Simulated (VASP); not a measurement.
C: geometry relaxation (part 2 of 2)

C (2 atoms in the cell); Kohn-Sham DFT of a periodic cell, PBE, VASP PAW PBE potentials, hard, no spin polarisation (VASP 6.6.1); cutoff 980 eV, 13×13×13 k-mesh, fermi-dirac of 0.05 eV. The structure derives from an entry of the Crystallography Open Database.

Geometry of the input (Å; fractional positions):
```
0.0000  1.7834  1.7834
1.7834  0.0000  1.7834
1.7834  1.7834  0.0000
C  0.7500  0.7500  0.7500
C  0.5000  0.5000  0.5000
```

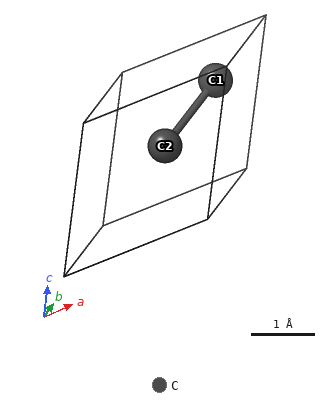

*The geometry at step 1 of the log (ball-and-stick view of the cell of the calculation, seen slightly off an axis; atoms are numbered from 1 in the order of the input).*

### Parts of OUTCAR, continued
```
   k-points           NKPTS =     84   k-points in BZ     NKDIM =     84   number of bands    NBANDS=      8
   number of dos      NEDOS =    301   number of ions     NIONS =      2
   total plane-waves  NPLWV =  21952
   dimension x,y,z NGX =    28 NGY =   28 NGZ =   28
   dimension x,y,z NGXF=    56 NGYF=   56 NGZF=   56
   ions per type =               2
   NGX,Y,Z   is equivalent  to a cutoff of  18.46, 18.46, 18.46 a.u.
   NGXF,Y,Z  is equivalent  to a cutoff of  36.91, 36.91, 36.91 a.u.
 SYSTEM =  unknown system
   PREC   = accura    normal or accurate (medium, high low for compatibility)
   ISTART =      0    job   : 0-new  1-cont  2-samecut
   ICHARG =      2    charge: 1-file 2-atom 10-const
   ISPIN  =      1    spin polarized calculation?
   LNONCOLLINEAR =      F non collinear calculations
   LSORBIT =      F    spin-orbit coupling
   LASPH  =      T    aspherical Exc in radial PAW
   ENCUT  =  980.0 eV  72.03 Ry    8.49 a.u.   6.44  6.44  6.44*2*pi/ulx,y,z
   NELM   =     60;   NELMIN=  2; NELMDL= -5     # of ELM steps
   EDIFF  = 0.1E-06   stopping-criterion for ELM
   LREAL  =      F    real-space projection
   EDIFFG = -.1E-01   stopping-criterion for IOM
   NSW    =     60    number of steps for IOM
   IBRION =      2    ionic relax: 0-MD 1-quasi-New 2-CG
   NFREE  =      1    steps in history (QN), initial steepest desc. (CG)
   ISIF   =      3    stress and relaxation
   ISYM   =      2    0-nonsym 1-usesym 2-fastsym
   POTIM  = 0.5000    time-step for ionic-motion
   TEBEG  =    0.0;   TEEND  =   0.0 temperature during run
   PSTRESS=    0.0 pullay stress
   NELECT =       8.0000    total number of electrons
   NUPDOWN=      -1.0000    fix difference up-down
   EMIN   =  10.00;   EMAX   =-10.00  energy-range for DOS
   EFERMI =   0.00;   METHOD = LEGACY
   ISMEAR =    -1;   SIGMA  =   0.05  broadening in eV -4-tet -1-fermi 0-gaus
   EFERMI_NEDOS =   21; number of points for ismear=-14 and -15
   IALGO  =     38    algorithm
   IMIX   =      4    mixing-type and parameters
     AMIX     =   0.40;   BMIX     =  1.00
     AMIX_MAG =   1.60;   BMIX_MAG =  1.00
  volume/ion in A,a.u.               =       5.67        38.28
  Fermi-wavevector in a.u.,A,eV,Ry     =   1.457203  2.753714 28.891161  2.123440
  Thomas-Fermi vector in A             =   2.574032
   LORBIT       =      0    0 simple, 1 ext, 2 COOP (PROOUT), +10 PAW based schemes
   GGA     = PE    functional components
   LHFCALC =     F    Hartree Fock is set to
   AEXX    =    0.0000 exact exchange contribution
   IVDW    =     0    specifies the selected vdW correction
   LEPSILON=     F    determine dielectric tensor
   LRPA    =     F    only Hartree local field effects (RPA)
 conjugate gradient relaxation of ions
 non-spin polarized calculation
  energy-cutoff  :      980.00
  volume of cell :       11.34
 maximum number of plane-waves:       809
 NGX is ok and might be reduce to    28
   NGX = 13   NGY = 13   NGZ = 13

--------------------------------------- Ionic step        1  -------------------------------------------

 number of electron       8.0000000 magnetization

 Free energy of the ion-electron system (eV)
  ---------------------------------------------------
  ext. energy  EPLUGINS =         0.00000000
  ---------------------------------------------------
  free energy    TOTEN  =       -18.21340009 eV

  energy without entropy =      -18.21340009  energy(sigma->0) =      -18.21340009

------------------------ aborting loop because EDIFF is reached ----------------------------------------

  FORCE on cell =-STRESS in cart. coord.  units (eV):
  Direction    XX          YY          ZZ          XY          YZ          ZX
  --------------------------------------------------------------------------------------
  -------------------------------------------------------------------------------------
  Total        0.1196367      0.1196367      0.1196367      0.0000000      0.0000000      0.0000000
  in kB       16.8974336     16.8974336     16.8974336      0.0000000      0.0000000      0.0000000
  external PRESSURE =      16.8974336 kB  Pullay stress =       0.0000000 kB

 VOLUME and BASIS-vectors are now :
 -----------------------------------------------------------------------------
  energy-cutoff  :      980.00
  volume of cell :       11.34
      direct lattice vectors                 reciprocal lattice vectors
     0.000000000  1.783370000  1.783370000    -0.280368067  0.280368067  0.280368067
     1.783370000  0.000000000  1.783370000     0.280368067 -0.280368067  0.280368067
     1.783370000  1.783370000  0.000000000     0.280368067  0.280368067 -0.280368067

 POSITION                                       TOTAL-FORCE (eV/Angst)
 -----------------------------------------------------------------------------------
      2.67505      2.67505      2.67505        -0.000000     -0.000000     -0.000000
      1.78337      1.78337      1.78337         0.000000      0.000000      0.000000
 -----------------------------------------------------------------------------------
    total drift:                                0.000000      0.000000     -0.000000

  FREE ENERGIE OF THE ION-ELECTRON SYSTEM (eV)
  ---------------------------------------------------
  free  energy   TOTEN  =       -18.2134000856 eV

  energy  without entropy=      -18.2134000856  energy(sigma->0) =      -18.21340009

--------------------------------------- Ionic step        2  -------------------------------------------

 number of electron       8.0000000 magnetization

------------------------ aborting loop because EDIFF is reached ----------------------------------------

  FORCE on cell =-STRESS in cart. coord.  units (eV):
  Direction    XX          YY          ZZ          XY          YZ          ZX
  --------------------------------------------------------------------------------------
  -------------------------------------------------------------------------------------
  Total       -0.1475747     -0.1475747     -0.1475747     -0.0000000      0.0000000     -0.0000000
  in kB      -20.6639603    -20.6639603    -20.6639603     -0.0000000      0.0000000     -0.0000000
  external PRESSURE =     -20.6639603 kB  Pullay stress =       0.0000000 kB

 VOLUME and BASIS-vectors are now :
 -----------------------------------------------------------------------------
  energy-cutoff  :      980.00
  volume of cell :       11.44
      direct lattice vectors                 reciprocal lattice vectors
     0.000000000  1.788516443  1.788516443    -0.279561310  0.279561310  0.279561310
     1.788516443  0.000000000  1.788516443     0.279561310 -0.279561310  0.279561310
     1.788516443  1.788516443  0.000000000     0.279561310  0.279561310 -0.279561310

 POSITION                                       TOTAL-FORCE (eV/Angst)
 -----------------------------------------------------------------------------------
      2.68277      2.68277      2.68277         0.000000      0.000000      0.000000
      1.78852      1.78852      1.78852        -0.000000     -0.000000     -0.000000
 -----------------------------------------------------------------------------------
    total drift:                                0.000000      0.000000     -0.000000

  FREE ENERGIE OF THE ION-ELECTRON SYSTEM (eV)
  ---------------------------------------------------
  free  energy   TOTEN  =       -18.2132740105 eV

  energy  without entropy=      -18.2132740104  energy(sigma->0) =      -18.21327401

--------------------------------------- Ionic step        3  -------------------------------------------

 number of electron       8.0000000 magnetization

 Free energy of the ion-electron system (eV)
  ---------------------------------------------------
  ext. energy  EPLUGINS =         0.00000000
  ---------------------------------------------------
  free energy    TOTEN  =       -18.21362924 eV

  energy without entropy =      -18.21362924  energy(sigma->0) =      -18.21362924

 E-fermi :  11.8257     XC(G=0): -13.3572     alpha+bet :-18.5674

 val. band max:       10.8801104732   @ k =   0.0000   0.0000   0.0000
 cond. band min:      15.0220458928   @ k =   0.3846   0.3846   0.0000
 fundamental gap:      4.1419354197
 Fermi energy:        11.8256813942

 k-point     1 :       0.0000    0.0000    0.0000
  band No.  band energies     occupation
      1     -10.5417      2.00000
      2      10.8801      2.00000
      3      10.8801      2.00000
      4      10.8801      2.00000
      5      16.4712      0.00000
      6      16.4712      0.00000
      7      16.4712      0.00000
      8      24.1303      0.00000

 k-point     2 :       0.0769    0.0000    0.0000
  band No.  band energies     occupation
      1     -10.3784      2.00000
      2       9.8194      2.00000
      3      10.6031      2.00000
      4      10.6031      2.00000
      5      16.8343      0.00000
      6      16.8343      0.00000
      7      17.0942      0.00000
      8      24.2729      0.00000

 k-point     3 :       0.1538    0.0000    0.0000
  band No.  band energies     occupation
      1      -9.8899      2.00000
      2       7.5587      2.00000
      3       9.9776      2.00000
      4       9.9776      2.00000
      5      17.6578      0.00000
      6      17.6578      0.00000
      7      18.1090      0.00000
      8      24.6891      0.00000

 k-point     4 :       0.2308    0.0000    0.0000
  band No.  band energies     occupation
      1      -9.0821      2.00000
      2       4.9660      2.00000
      3       9.2993      2.00000
      4       9.2993      2.00000
      5      18.4914      0.00000
      6      18.4914      0.00000
      7      18.8593      0.00000
      8      25.2976      0.00000

 k-point     5 :       0.3077    0.0000    0.0000
  band No.  band energies     occupation
      1      -7.9689      2.00000
      2       2.3725      2.00000
      3       8.7259      2.00000
      4       8.7259      2.00000
      5      19.0415      0.00000
      6      19.0415      0.00000
      7      19.3106      0.00000
      8      25.9175      0.00000

 [... the levels of 18 k-points are left out ...]

 k-point    24 :       0.4615    0.1538    0.0000
  band No.  band energies     occupation
      1      -5.5449      2.00000
      2      -0.3238      2.00000
      3       6.4633      2.00000
      4       6.9948      2.00000
      5      17.9571      0.00000
      6      21.4472      0.00000
      7      21.7310      0.00000
      8      24.7674      0.00000

 [... further k-points ...]

------------------------ aborting loop because EDIFF is reached ----------------------------------------

  FORCE on cell =-STRESS in cart. coord.  units (eV):
  Direction    XX          YY          ZZ          XY          YZ          ZX
  --------------------------------------------------------------------------------------
  -------------------------------------------------------------------------------------
  Total        0.0006562      0.0006562      0.0006562     -0.0000000     -0.0000000      0.0000000
  in kB        0.0923215      0.0923215      0.0923215     -0.0000000     -0.0000000      0.0000000
  external PRESSURE =       0.0923215 kB  Pullay stress =       0.0000000 kB

 VOLUME and BASIS-vectors are now :
 -----------------------------------------------------------------------------
  energy-cutoff  :      980.00
  volume of cell :       11.39
      direct lattice vectors                 reciprocal lattice vectors
     0.000000000  1.785657240  1.785657240    -0.280008945  0.280008945  0.280008945
     1.785657240  0.000000000  1.785657240     0.280008945 -0.280008945  0.280008945
     1.785657240  1.785657240  0.000000000     0.280008945  0.280008945 -0.280008945

 POSITION                                       TOTAL-FORCE (eV/Angst)
 -----------------------------------------------------------------------------------
      2.67849      2.67849      2.67849        -0.000000     -0.000000     -0.000000
      1.78566      1.78566      1.78566         0.000000      0.000000      0.000000
 -----------------------------------------------------------------------------------
    total drift:                                0.000000      0.000000     -0.000000

  FREE ENERGIE OF THE ION-ELECTRON SYSTEM (eV)
  ---------------------------------------------------
  free  energy   TOTEN  =       -18.2136292364 eV

  energy  without entropy=      -18.2136292364  energy(sigma->0) =      -18.21362924

 reached required accuracy - stopping structural energy minimisation
```

### CONTCAR
```
C
   1.00000000000000
     0.0000000000000000    1.7856572402889936    1.7856572402889936
     1.7856572402889936    0.0000000000000000    1.7856572402889936
     1.7856572402889936    1.7856572402889936    0.0000000000000000
  C
     2
Direct
     0.7500000000000000    0.7500000000000000    0.7500000000000000
     0.5000000000000000    0.5000000000000000    0.5000000000000000

  0.00000000E+00  0.00000000E+00  0.00000000E+00
  0.00000000E+00  0.00000000E+00  0.00000000E+00
```

### Trajectory as extended XYZ (Å, eV, eV/Å), 3 frames, from step=0 to step=2
```
2
Lattice="0.0000 1.7834 1.7834 1.7834 0.0000 1.7834 1.7834 1.7834 0.0000" Properties=species:S:1:pos:R:3:forces:R:3 step=0 energy=-18.21340
C     2.6751    2.6751    2.6751    0.0000   0.0000   0.0000
C     1.7834    1.7834    1.7834    0.0000   0.0000   0.0000
2
Lattice="0.0000 1.7885 1.7885 1.7885 0.0000 1.7885 1.7885 1.7885 0.0000" Properties=species:S:1:pos:R:3:forces:R:3 step=1 energy=-18.21327
C     2.6828    2.6828    2.6828    0.0000   0.0000   0.0000
C     1.7885    1.7885    1.7885    0.0000   0.0000   0.0000
2
Lattice="0.0000 1.7857 1.7857 1.7857 0.0000 1.7857 1.7857 1.7857 0.0000" Properties=species:S:1:pos:R:3:forces:R:3 step=2 energy=-18.21363
C     2.6785    2.6785    2.6785    0.0000   0.0000   0.0000
C     1.7857    1.7857    1.7857    0.0000   0.0000   0.0000
```

### Key numbers

| quantity | value |
| --- | --- |
| outcome | converged |
| space group (tolerance 0.01 Å) | Fd-3m (227) |
| electrons treated | 8 |
| free energy | −18.2136 eV |
| Fermi energy | 11.826 eV |
| gap on the k-point mesh | 4.14 eV |
| pressure | 0.01 GPa |
| final volume | 11.39 Å³ |
| largest force (length of the vector) at the end | under 0.001 eV/Å |
| final cell | a = 2.525 Å, b = 2.525 Å, c = 2.525 Å, α = 60.00°, β = 60.00°, γ = 60.00° |
| hardware | 1 thread of Intel Xeon (Granite Rapids), 144 GiB of memory available, shared host |
| wall time | 19 s |
| peak memory | 0.15 GiB |
